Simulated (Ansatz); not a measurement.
## Electronic structure of CaH in real space

```yaml
crystal:
  lattice:
    - [3.71575, 0.00000, 0.00000]
    - [-1.85787, 3.21793, 0.00000]
    - [0.00000, 0.00000, 5.79794]
  atoms:
    - { symbol: Ca, position: [0.33333, 0.66667, 0.75000] }
    - { symbol: Ca, position: [0.66667, 0.33333, 0.25000] }
    - { symbol: H, position: [0.00000, 0.00000, 0.00000] }
    - { symbol: H, position: [0.00000, 0.00000, 0.50000] }
```

Space group P6₃/mmc; a structure generated by program, which may or may not match a known phase.

The calculation used Ansatz 0.2.0, DFT PBE, scalar-relativistic, plane waves, PAW.

Core electrons are frozen (PAW), and the valence fields are smoothed inside the atomic spheres.

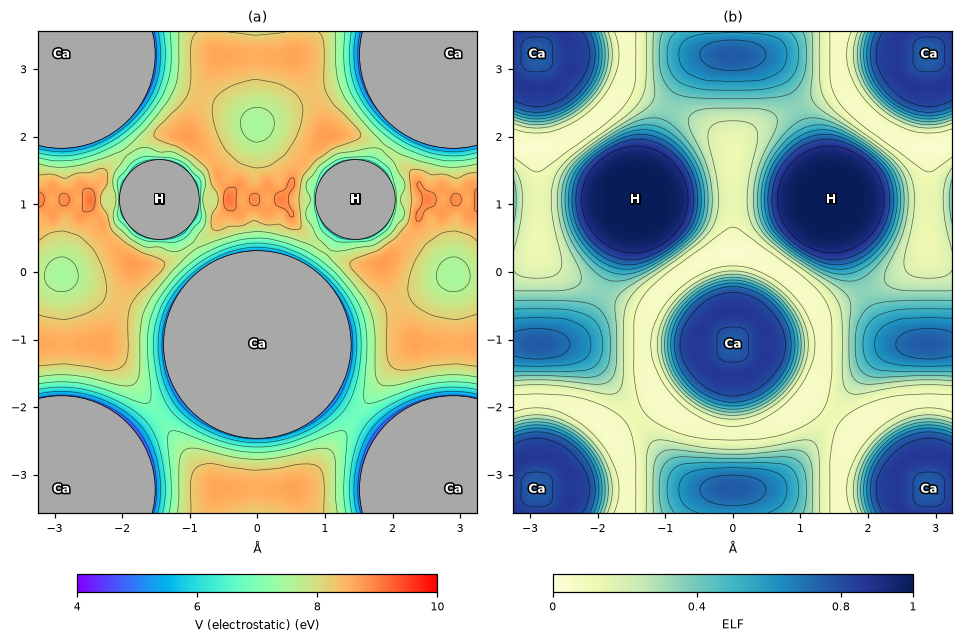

Figure 1. (a) electrostatic potential energy of an electron; (b) ELF on the (110) plane of the conventional cell. Grey discs cover the atomic cores in the potential map.

### What does the map show?

The plane passes through Ca and H nuclei.
Ca–H (2.59 Å): the ELF climbs to about 1 towards the hydrogen.
The ELF has a maximum of about 0.75 in the space between the atoms, on no atom or two-centre bond.
The features right at Ca lie inside the PAW spheres, where the map follows smoothed inner orbitals and isn't to be read closely.
Outside the cores the potential energy rises away from the atoms and is highest about 1.0 Å from the nearest atoms; its zero is arbitrary.

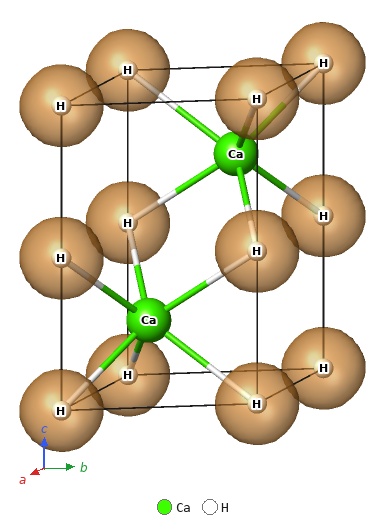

Figure 2. Isosurface of the ELF at 0.9 (orange), seen slightly off an axis. Core shells and regions of very low density are left out. Sticks mark near contacts.

### What do the ELF domains correspond to?

At this value the surface marks out two regions around hydrogen nuclei, counted in one cell of 4 atoms. Regions shared between cells count once.

### Does the calculation give a band gap?

It is gapless in this calculation (a metal or semimetal).
